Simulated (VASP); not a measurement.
## Geometry relaxation of Pb (part 2 of 3)

The same run, continued: Pb (slab, 4 atoms in the cell); Kohn-Sham DFT of a periodic cell, PBE with dDsC, VASP PAW PBE potentials, recommended, no spin polarisation (VASP 6.6.1); cutoff 520 eV, 9×9×1 k-mesh, Gaussian smearing of 0.05 eV. The structure derives from an entry of the Crystallography Open Database. It belongs to a series of runs on one base structure; here: the (0 0 1) slab of Pb, cut from the database cell, not relaxed.

Geometry of the input (Å; fractional positions):
```
3.4800  -0.0000  0.0000
-1.7400  3.0138  0.0000
0.0000  0.0000  23.3850
Pb 0.6667  0.3333  0.3207
Pb 0.3333  0.6667  0.4402
Pb 0.6667  0.3333  0.5598
Pb 0.3333  0.6667  0.6793
```

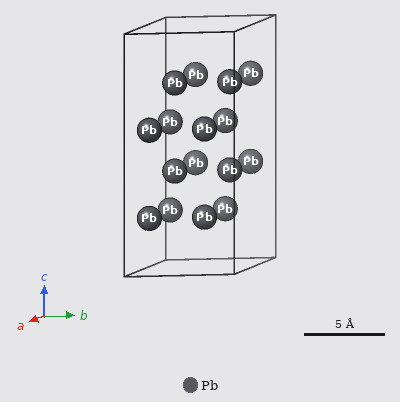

Figure 1. The starting structure (spheres-only view of the 2 × 2 repeat of the cell, with the vacuum cut short, seen slightly off an axis).

Parts of OUTCAR, continued:
```
  direct lattice vectors                    reciprocal lattice vectors
     3.480000691  0.000000000  0.000000000     0.287356265  0.165905217  0.000000000
    -1.740000345  3.013769003  0.000000000     0.000000000  0.331810434  0.000000000
     0.000000000  0.000000000 23.385000000     0.000000000  0.000000000  0.042762455

  length of vectors
     3.480000691  3.480000691 23.385000000     0.331810434  0.331810434  0.042762455

  position of ions in fractional coordinates (direct lattice)
     0.666666667  0.333333333  0.320718409
     0.333333333  0.666666667  0.440239470
     0.666666667  0.333333333  0.559760530
     0.333333333  0.666666667  0.679281591

  ion indices of the primitive-cell ions
   primitive index   ion index
                 1           1
                 2           2
                 3           3
                 4           4

----------------------------------------------------------------------------------------

 KPOINTS: Automatic mesh

Automatic generation of k-mesh.
 Grid dimensions read from file:
 generate k-points for:    9    9    1

 Generating k-lattice:

  Cartesian coordinates                     Fractional coordinates (reciprocal lattice)
     0.031928474  0.018433913  0.000000000     0.111111111  0.000000000  0.000000000
     0.000000000  0.036867826  0.000000000     0.000000000  0.111111111  0.000000000
     0.000000000  0.000000000  0.042762455     0.000000000  0.000000000  1.000000000

  Length of vectors
     0.036867826  0.036867826  0.042762455

  Shift w.r.t. Gamma in fractional coordinates (k-lattice)
     0.000000000  0.000000000  0.000000000

 Subroutine IBZKPT returns following result:
 ===========================================

 Found     12 irreducible k-points:

 Following reciprocal coordinates:
            Coordinates               Weight
  0.000000  0.000000  0.000000      1.000000
  0.111111 -0.000000  0.000000      6.000000
  0.222222  0.000000  0.000000      6.000000
  0.333333  0.000000  0.000000      6.000000
  0.444444  0.000000  0.000000      6.000000
  0.111111  0.111111  0.000000      6.000000
  0.222222  0.111111  0.000000     12.000000
  0.333333  0.111111  0.000000     12.000000
  0.444444  0.111111  0.000000      6.000000
  0.222222  0.222222  0.000000      6.000000
  0.333333  0.222222  0.000000     12.000000
  0.333333  0.333333  0.000000      2.000000
   k-points           NKPTS =     12   k-points in BZ     NKDIM =     12   number of bands    NBANDS=     33
   number of dos      NEDOS =    301   number of ions     NIONS =      4
   total plane-waves  NPLWV = 141120
   dimension x,y,z NGX =    28 NGY =   28 NGZ =  180
   dimension x,y,z NGXF=    56 NGYF=   56 NGZF=  360
   ions per type =               4
   NGX,Y,Z   is equivalent  to a cutoff of  13.38, 13.38, 12.80 a.u.
   NGXF,Y,Z  is equivalent  to a cutoff of  26.75, 26.75, 25.59 a.u.
 SYSTEM =  unknown system
   PREC   = accura    normal or accurate (medium, high low for compatibility)
   ISTART =      0    job   : 0-new  1-cont  2-samecut
   ICHARG =      2    charge: 1-file 2-atom 10-const
   ISPIN  =      1    spin polarized calculation?
   LNONCOLLINEAR =      F non collinear calculations
   LSORBIT =      F    spin-orbit coupling
   LASPH  =      T    aspherical Exc in radial PAW
   ENCUT  =  520.0 eV  38.22 Ry    6.18 a.u.   6.47  6.47 43.48*2*pi/ulx,y,z
   NELM   =    100;   NELMIN=  2; NELMDL= -5     # of ELM steps
   EDIFF  = 0.1E-05   stopping-criterion for ELM
   LREAL  =      F    real-space projection
   EDIFFG = -.5E-02   stopping-criterion for IOM
   NSW    =     60    number of steps for IOM
   IBRION =      2    ionic relax: 0-MD 1-quasi-New 2-CG
   NFREE  =      1    steps in history (QN), initial steepest desc. (CG)
   ISIF   =      2    stress and relaxation
   ISYM   =      2    0-nonsym 1-usesym 2-fastsym
   POTIM  = 0.5000    time-step for ionic-motion
   TEBEG  =    0.0;   TEEND  =   0.0 temperature during run
   PSTRESS=    0.0 pullay stress
   NELECT =      56.0000    total number of electrons
   NUPDOWN=      -1.0000    fix difference up-down
   EMIN   =  10.00;   EMAX   =-10.00  energy-range for DOS
   EFERMI =   0.00;   METHOD = LEGACY
   ISMEAR =     0;   SIGMA  =   0.05  broadening in eV -4-tet -1-fermi 0-gaus
   EFERMI_NEDOS =   21; number of points for ismear=-14 and -15
   IALGO  =     38    algorithm
   IMIX   =      4    mixing-type and parameters
     AMIX     =   0.40;   BMIX     =  1.00
     AMIX_MAG =   1.60;   BMIX_MAG =  1.00
  volume/ion in A,a.u.               =      61.31       413.77
  Fermi-wavevector in a.u.,A,eV,Ry     =   1.000603  1.890866 13.622249  1.001207
  Thomas-Fermi vector in A             =   2.132971
   LORBIT       =      0    0 simple, 1 ext, 2 COOP (PROOUT), +10 PAW based schemes
   GGA     = PE    functional components
   LHFCALC =     F    Hartree Fock is set to
   AEXX    =    0.0000 exact exchange contribution
   IVDW    =     4    specifies the selected vdW correction
   LEPSILON=     F    determine dielectric tensor
   LRPA    =     F    only Hartree local field effects (RPA)
 conjugate gradient relaxation of ions
 non-spin polarized calculation
 Gauss-broadening in eV      SIGMA  =   0.05
  energy-cutoff  :      520.00
  volume of cell :      245.26
 maximum number of plane-waves:      6687
 NGX is ok and might be reduce to    28
   NGX = 13   NGY = 13   NGZ = 87

--------------------------------------- Ionic step        1  -------------------------------------------

 number of electron      56.0000007 magnetization

 Free energy of the ion-electron system (eV)
  ---------------------------------------------------
  ext. energy  EPLUGINS =         0.00000000
  ---------------------------------------------------
  free energy    TOTEN  =       -13.87673300 eV

  energy without entropy =      -13.87482852  energy(sigma->0) =      -13.87578076

------------------------ aborting loop because EDIFF is reached ----------------------------------------

  dDsC method for vdW energy calculation

  Number of pair interactions contributing to vdW energy:   21120

  Edisp (eV):   -0.98659

  FORCE on cell =-STRESS in cart. coord.  units (eV):
  Direction    XX          YY          ZZ          XY          YZ          ZX
  --------------------------------------------------------------------------------------
  -------------------------------------------------------------------------------------
  Total       0.00694     0.00694     0.42652    -0.00000     0.00000     0.00000
  in kB       0.04535     0.04535     2.78629    -0.00000     0.00000     0.00000
  external pressure =        0.96 kB  Pullay stress =        0.00 kB

 VOLUME and BASIS-vectors are now :
 -----------------------------------------------------------------------------
  energy-cutoff  :      520.00
  volume of cell :      245.26
      direct lattice vectors                 reciprocal lattice vectors
     3.480000691  0.000000000  0.000000000     0.287356265  0.165905217  0.000000000
    -1.740000345  3.013769003  0.000000000     0.000000000  0.331810434  0.000000000
     0.000000000  0.000000000 23.385000000     0.000000000  0.000000000  0.042762455

 POSITION                                       TOTAL-FORCE (eV/Angst)
 -----------------------------------------------------------------------------------
      1.74000      1.00459      7.50000         0.000000     -0.000000      0.069676
     -0.00000      2.00918     10.29500        -0.000000      0.000000     -0.389938
      1.74000      1.00459     13.09000         0.000000     -0.000000      0.389875
     -0.00000      2.00918     15.88500        -0.000000      0.000000     -0.069612
 -----------------------------------------------------------------------------------
    total drift:                               -0.000000      0.000000      0.000033

  FREE ENERGIE OF THE ION-ELECTRON SYSTEM (eV)
  ---------------------------------------------------
  free  energy   TOTEN  =       -14.8633187624 eV

  energy  without entropy=      -14.8614142868  energy(sigma->0) =      -14.86236652

--------------------------------------- Ionic step        2  -------------------------------------------

 number of electron      56.0000005 magnetization

------------------------ aborting loop because EDIFF is reached ----------------------------------------

  dDsC method for vdW energy calculation

  Number of pair interactions contributing to vdW energy:   21120

  Edisp (eV):   -0.98653

  FORCE on cell =-STRESS in cart. coord.  units (eV):
  Direction    XX          YY          ZZ          XY          YZ          ZX
  --------------------------------------------------------------------------------------
  -------------------------------------------------------------------------------------
  Total      -0.00953    -0.00953     0.43349     0.00000     0.00000     0.00000
  in kB      -0.06228    -0.06228     2.83183     0.00000     0.00000     0.00000
  external pressure =        0.90 kB  Pullay stress =        0.00 kB

 VOLUME and BASIS-vectors are now :
 -----------------------------------------------------------------------------
  energy-cutoff  :      520.00
  volume of cell :      245.26
      direct lattice vectors                 reciprocal lattice vectors
     3.480000691  0.000000000  0.000000000     0.287356265  0.165905217  0.000000000
    -1.740000345  3.013769003  0.000000000     0.000000000  0.331810434  0.000000000
     0.000000000  0.000000000 23.385000000     0.000000000  0.000000000  0.042762455

 POSITION                                       TOTAL-FORCE (eV/Angst)
 -----------------------------------------------------------------------------------
      1.74000      1.00459      7.50000        -0.000000     -0.000000      0.069709
     -0.00000      2.00918     10.29500         0.000000      0.000000     -0.355810
      1.74000      1.00459     13.10881        -0.000000      0.000000      0.315922
     -0.00000      2.00918     15.88164         0.000000     -0.000000     -0.029822
 -----------------------------------------------------------------------------------
    total drift:                                0.000000     -0.000000     -0.000643

  FREE ENERGIE OF THE ION-ELECTRON SYSTEM (eV)
  ---------------------------------------------------
  free  energy   TOTEN  =       -14.8701148166 eV

  energy  without entropy=      -14.8682103134  energy(sigma->0) =      -14.86916257

--------------------------------------- Ionic step        3  -------------------------------------------

 number of electron      56.0000005 magnetization

------------------------ aborting loop because EDIFF is reached ----------------------------------------

  dDsC method for vdW energy calculation

  Number of pair interactions contributing to vdW energy:   21114

  Edisp (eV):   -0.98640

  FORCE on cell =-STRESS in cart. coord.  units (eV):
  Direction    XX          YY          ZZ          XY          YZ          ZX
  --------------------------------------------------------------------------------------
  -------------------------------------------------------------------------------------
  Total      -0.00145    -0.00145     0.57054    -0.00000     0.00000     0.00000
  in kB      -0.00946    -0.00946     3.72709    -0.00000     0.00000     0.00000
  external pressure =        1.24 kB  Pullay stress =        0.00 kB

 VOLUME and BASIS-vectors are now :
 -----------------------------------------------------------------------------
  energy-cutoff  :      520.00
  volume of cell :      245.26
      direct lattice vectors                 reciprocal lattice vectors
     3.480000691  0.000000000  0.000000000     0.287356265  0.165905217  0.000000000
    -1.740000345  3.013769003  0.000000000     0.000000000  0.331810434  0.000000000
     0.000000000  0.000000000 23.385000000     0.000000000  0.000000000  0.042762455

 POSITION                                       TOTAL-FORCE (eV/Angst)
 -----------------------------------------------------------------------------------
      1.74000      1.00459      7.50000         0.000000      0.000000      0.067459
     -0.00000      2.00918     10.29500        -0.000000     -0.000000     -0.261967
      1.74000      1.00459     13.16523         0.000000     -0.000000      0.082508
     -0.00000      2.00918     15.87157        -0.000000      0.000000      0.112000
 -----------------------------------------------------------------------------------
    total drift:                                0.000000      0.000000     -0.003199

  FREE ENERGIE OF THE ION-ELECTRON SYSTEM (eV)
  ---------------------------------------------------
  free  energy   TOTEN  =       -14.8811114550 eV

  energy  without entropy=      -14.8791918353  energy(sigma->0) =      -14.88015165

[... ionic steps 4 to 8 ...]

--------------------------------------- Ionic step        9  -------------------------------------------

 number of electron      56.0000005 magnetization

------------------------ aborting loop because EDIFF is reached ----------------------------------------

  dDsC method for vdW energy calculation

  Number of pair interactions contributing to vdW energy:   21129

  Edisp (eV):   -0.98055

  FORCE on cell =-STRESS in cart. coord.  units (eV):
  Direction    XX          YY          ZZ          XY          YZ          ZX
  --------------------------------------------------------------------------------------
  -------------------------------------------------------------------------------------
  Total      -0.19580    -0.19580    -0.35838     0.00000     0.00000     0.00000
  in kB      -1.27906    -1.27906    -2.34113     0.00000     0.00000     0.00000
  external pressure =       -1.63 kB  Pullay stress =        0.00 kB

 VOLUME and BASIS-vectors are now :
 -----------------------------------------------------------------------------
  energy-cutoff  :      520.00
  volume of cell :      245.26
      direct lattice vectors                 reciprocal lattice vectors
     3.480000691  0.000000000  0.000000000     0.287356265  0.165905217  0.000000000
    -1.740000345  3.013769003  0.000000000     0.000000000  0.331810434  0.000000000
     0.000000000  0.000000000 23.385000000     0.000000000  0.000000000  0.042762455

 POSITION                                       TOTAL-FORCE (eV/Angst)
 -----------------------------------------------------------------------------------
      1.74000      1.00459      7.50000        -0.000000      0.000000      0.107056
     -0.00000      2.00918     10.29500         0.000000      0.000000     -0.111691
      1.74000      1.00459     13.29189        -0.000000      0.000000     -0.001898
     -0.00000      2.00918     16.02420         0.000000     -0.000000      0.006534
 -----------------------------------------------------------------------------------
    total drift:                               -0.000000     -0.000000     -0.002022

  FREE ENERGIE OF THE ION-ELECTRON SYSTEM (eV)
  ---------------------------------------------------
  free  energy   TOTEN  =       -14.9039853130 eV

  energy  without entropy=      -14.9012501391  energy(sigma->0) =      -14.90261773

--------------------------------------- Ionic step       10  -------------------------------------------

 number of electron      56.0000005 magnetization

------------------------ aborting loop because EDIFF is reached ----------------------------------------

  dDsC method for vdW energy calculation
```
